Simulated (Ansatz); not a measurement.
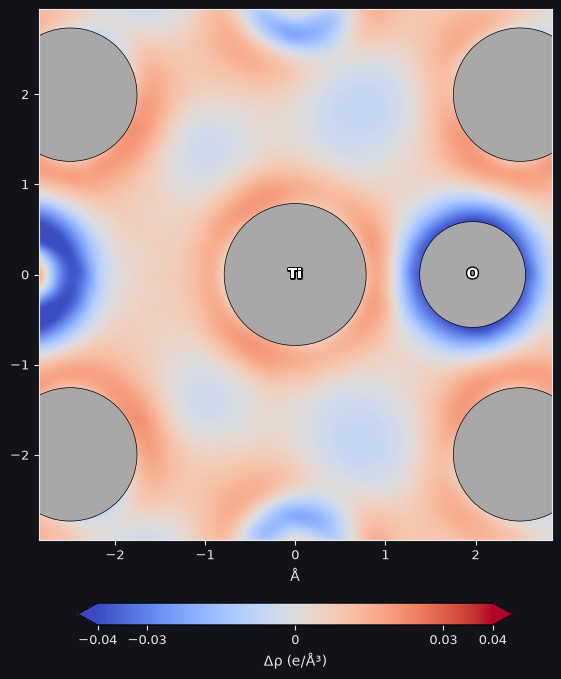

TiO. Difference of the valence pseudo-densities of two functionals at the same geometry, on the (011) plane of the calculation cell: one of LDA and r2SCAN less the other.

Both computed with Ansatz (plane waves, PAW), on the same k-point mesh. Grey discs cover the atomic cores.

```
Ti O
1.0
     4.98909    0.00000    0.00000
    -2.49454    4.32068    0.00000
     0.00000    0.00000    2.87331
Ti O
3 3
Direct
  0.66667 0.33333 0.50000
  0.33333 0.66667 0.50000
  0.00000 0.00000 0.00000
  0.60556 0.60556 0.00000
  0.39444 0.00000 0.00000
  0.00000 0.39444 0.00000
```

Question: Which was subtracted from which, and what does the map show?

Answer: It is LDA less r2SCAN. Against r2SCAN, LDA gives more density around Ti (+0.011 e/Å³ on average at 1.1 Å from the nucleus), less density around O (−0.023 e/Å³ on average at 0.7 Å from the nucleus) and a change of +0.013 e/Å³ at the midpoint of Ti–O.
